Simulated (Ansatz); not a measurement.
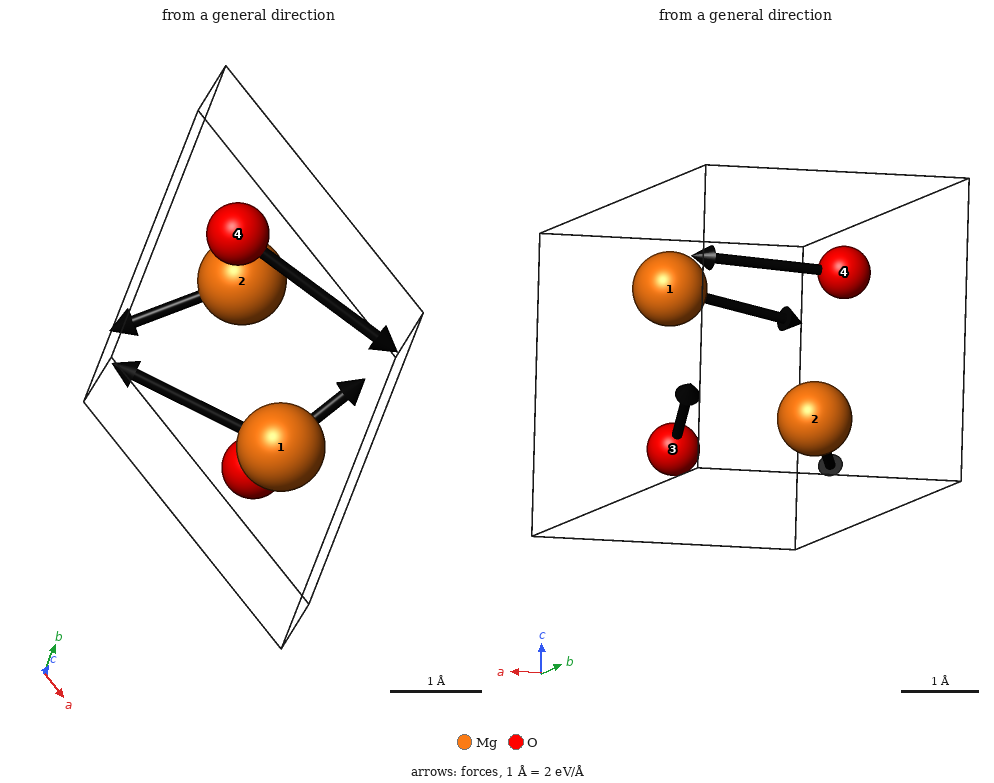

A spheres-only rendering, viewed from two general directions. Atoms at the boundary of the simulation cell (the box) are drawn once for each face, edge or corner they touch. The arrows are the computed forces on the atoms.

System: MgO. Method: DFT r2SCAN, scalar-relativistic, plane waves, PAW in Ansatz 0.2.0; a 500 eV plane-wave basis, a 6×6×6 k-point mesh, Gaussian smearing of 0.05 eV, no spin polarisation.

Is this geometry relaxed?

No. The atoms still feel forces of up to about 3.7 eV/Å, far above a usual threshold of 0.01 to 0.03 eV/Å.

How big are the forces on each element on average?

Mean magnitudes: about Mg 2.7 eV/Å, O 3.1 eV/Å.

The structure comes from a structure listed in the Materials Project. The cell was then strained or its atoms displaced on purpose. An electronic-structure calculation with Ansatz was run on it.
